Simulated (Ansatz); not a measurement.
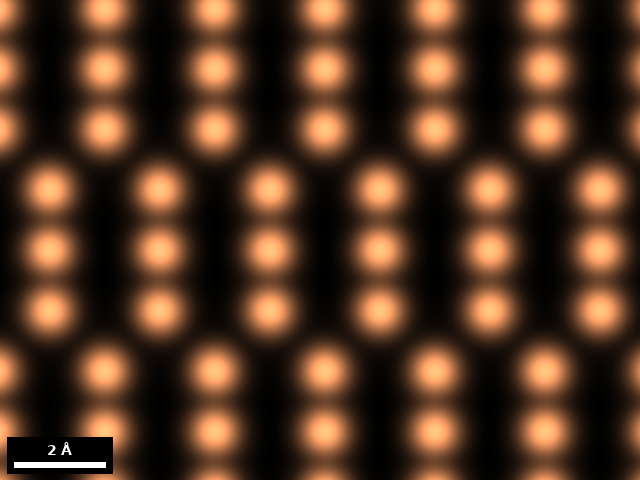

HAADF-like image of a crystal. Simulated incoherent Z contrast: every atom adds Z^1.6 spread by a probe of 0.71 Å full width; channelling and multiple scattering are left out. The probe carries 15 % of its weight in a tail 2.5 times as wide. The display is stretched by a gamma of 0.65; percentages refer to the linear signal.

> Measure the repeat of the pattern.

The pattern repeats on a centred rectangular net of 2.4 × 7.9 Å.

> What is the plane group of the image?

c2mm: perpendicular mirror lines on a centred net, with further twofold points between them.

> How many columns does the smallest repeating cell hold, and how many levels of brightness?

3 columns in the primitive cell of 9.6 Å², all of one brightness.

The crystal is Ti (P6/mmm, No. 191) seen along [101]. Structure: the geometry relaxed with DFT, PBE, plane waves (420 eV) with PAW, scalar-relativistic (Ansatz); the starting structure was generated, so it need not be a known form of this composition.
